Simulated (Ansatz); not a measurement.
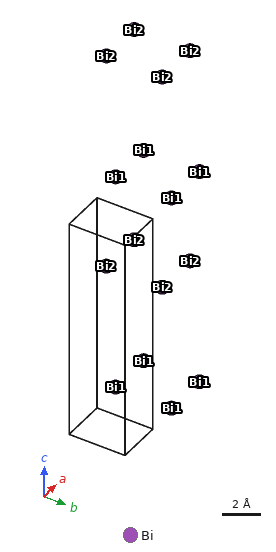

Reference structure: a symmetric starting cell of Bi. A ball-and-stick model of the cell of the calculation, repeated 2 × 2 × 2 with one cell outlined, seen from a free direction.

Method: DFT PBE, scalar-relativistic, plane waves, PAW (Ansatz). Set-up: plane-wave cutoff 420 eV; k-point mesh 12 × 12 × 4; occupations gaussian; smearing width 0.1 eV; no spin polarisation.

The variant: All lengths are scaled by −1.1 % (volume −3.3 %), the atoms keeping their fractional coordinates. No relaxation follows. The starting cell wasn't computed here and needn't be at equilibrium, so pressure and forces aren't due to the change alone.

The input:
```yaml
crystal:
  lattice:
    - [4.4881634963, 0.0, 0.0]
    - [-2.2440817482, 3.8868636042, 0.0]
    - [0.0, 0.0, 11.6965152]
  atoms:
    - { symbol: Bi, position: [0.3333333333, 0.6666666667, 0.25] }
    - { symbol: Bi, position: [0.6666666667, 0.3333333333, 0.75] }
basis:
  ecutwfc: 420
kpoints:
  mp_grid: { grid: [12, 12, 4] }
hamiltonian:
  xc: pbe
scf:
  occupations: { method: gaussian, width: 0.1 }
output:
  forces: true
  stress: true
  eigenvalues: true
  populations: true
```

Command:
```bash
ansatz run input.yaml --threads 1 --pin off --max-ram 1331MiB --backend cpu --events-out ev --progress --plain --runs-dir out
```

**Predict the response.**

The pressure is −3.4 GPa (not all of it need come from the change, since the unchanged cell can be under pressure at this level too). The principal stresses (compression positive) are −0.3 GPa along c and −4.9 GPa across it. All forces vanish by symmetry. The space group stays P6_3/mmc (No. 194).
